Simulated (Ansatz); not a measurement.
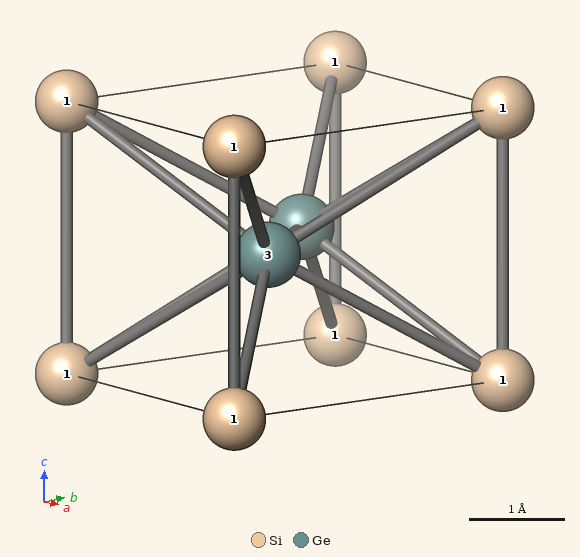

Starting structure of crystalline SiGe$_{2}$ (a generated structure, set up in P6/mmm) (coarse preliminary run). The picture is a ball-and-stick view of the cell of the calculation, seen slightly off an axis.

All numbers below come from Ansatz 0.2.0, DFT PBE, scalar-relativistic, plane waves, PAW.

The input:
```yaml
crystal:
  lattice:
    - [4.6638615844, 0.0, 0.0]
    - [-2.3319307922, 4.0390226118, 0.0]
    - [0.0, 0.0, 2.9057959336]
  atoms:
    - { symbol: Si, position: [0.0, 0.0, 0.0] }
    - { symbol: Ge, position: [0.3333333333, 0.6666666667, 0.5] }
    - { symbol: Ge, position: [0.6666666667, 0.3333333333, 0.5] }
basis:
  ecutwfc: 420
kpoints:
  mp_grid: { grid: [6, 6, 6] }
hamiltonian:
  xc: pbe
scf:
  occupations: { method: gaussian, width: 0.1 }
  lower_state_search: "off"
output:
  forces: true
  stress: true
  eigenvalues: true
relax:
  adjacent_minimum: "off"
  f_tol: 0.04
  max_steps: 70
  cell: { stress_tol: 0.4 }
```

Run as
```bash
ansatz run input.yaml --threads 1 --pin off --max-ram 2560MiB --backend cpu --events-out ev --progress --plain --runs-dir out
```

Question: What does the optimiser find from here?

Answer: After 2 accepted moves (4 points after the start) the energy has fallen by 0.153 eV per cell of the calculation. All forces vanish by symmetry, so only the cell relaxes. Pressure: 0.77 GPa at the start and 0.28 GPa at the end. The line search rejected the trial step at point 2 of the run. The SCF was repeated once at an unchanged geometry on a basis and grid sized afresh for the cell, which shifted the energy by less than 0.05 meV per cell of the calculation at most. No atom moves by more than 0.005 Å relative to the cell. The drawn cell changes as follows: a = b 4.664 → 4.777 Å (+2.4 %), c 2.906 → 2.735 Å (−5.9 %); the volume changes by −1.3 %. Near-neighbour distances that change, for instance: Si1–Si1 2.906 → 2.735 Å, Ge2–Ge2 2.906 → 2.735 Å, Ge2–Ge3 2.693 → 2.758 Å, Si1–Ge2 3.060 → 3.078 Å. The space group stays P6/mmm (No. 191). Cost: 9.3 s on 1 thread of Arm Neoverse V1, with other jobs on the host, peak memory 0.33 GiB.

Step by step:

| step | E − E(0), meV/atom | pressure, GPa | volume, Å³/atom | note |
| --- | --- | --- | --- | --- |
| 0 | 0.00 | 0.77 | 18.246 |  |
| 1 | -50.13 | -0.51 | 18.242 |  |
| 2 | -49.23 | 0.34 | 17.940 | rejected |
| 3 | -51.13 | 0.28 | 18.015 |  |
| 4 | -51.12 | 0.28 | 18.015 | same geometry, new basis |

The structure at the end:

```
CELL_PARAMETERS angstrom
4.77676 0.00000 0.00000
-2.38838 4.13680 0.00000
0.00000 0.00000 2.73505
ATOMIC_POSITIONS crystal
Si 0.00000 0.00000 0.00000
Ge 0.33333 0.66667 0.50000
Ge 0.66667 0.33333 0.50000
```

After the run, drawn alike:

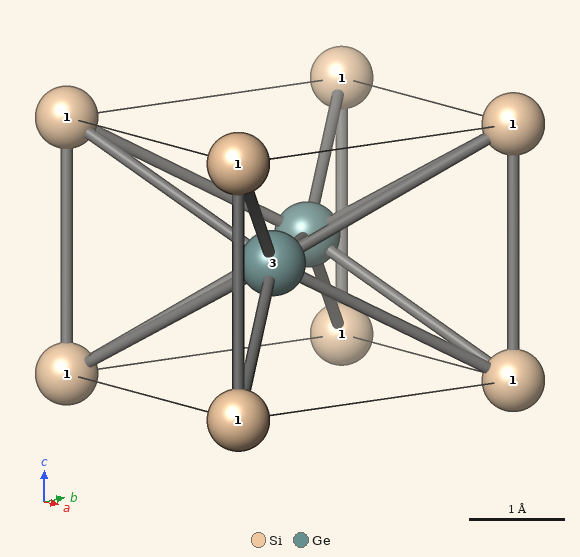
